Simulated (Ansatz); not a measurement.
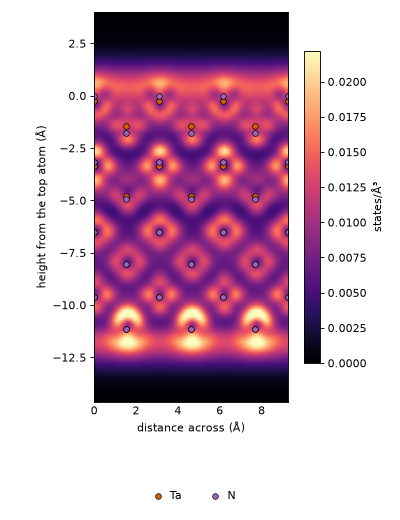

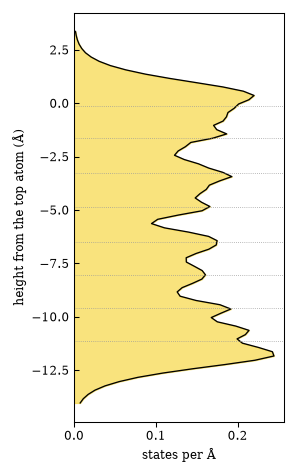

Density of all states between 0.00 and +0.25 eV (zero: the Fermi level) of TaN(110) (Fm-3m bulk, 8 atomic planes (those closer than 0.6 Å count as one), 11 Å, TaN-terminated): side view, averaged along the second cell vector, and the full density summed over planes, the part near the nuclei included (dotted lines mark the atomic planes).

The first picture shows the smooth PAW orbitals' density alone, which lacks about 11 % of these states' charge, near the nuclei; the shares below count all of it.

These are results of Ansatz, DFT PBE, scalar-relativistic, plane waves, PAW, not measurements. Cutoff 420 eV, 16 × 12 k-points, Gaussian smearing 0.05 eV, dipole correction. The slab is a cut without reconstruction beyond its cell, at the source's lattice constants, with its lower half held fixed and the rest relaxed. No spin polarisation. Spin–orbit coupling is left out; with Ta it can shift levels and gaps. The run warns that the functional's potential is rough in the thin density of the vacuum, where the tip is; weak contrasts and barriers may feel it. On this mesh the free atoms still feel up to 0.20 eV/Å.

How is this energy window spread over the atomic planes?

Answer. The window holds 2.4 states per cell. Shares by plane (space cut midway between planes), top to bottom: TaN 19 %, TaN 10 %, TaN 11 %, TaN 9 %, TaN 10 %, TaN 10 %, TaN 10 %, TaN 22 %; the outer planes' shares include the vacuum, and density in a gap between layers is shared out between the planes on either side. The outer planes of both faces hold more than their share.
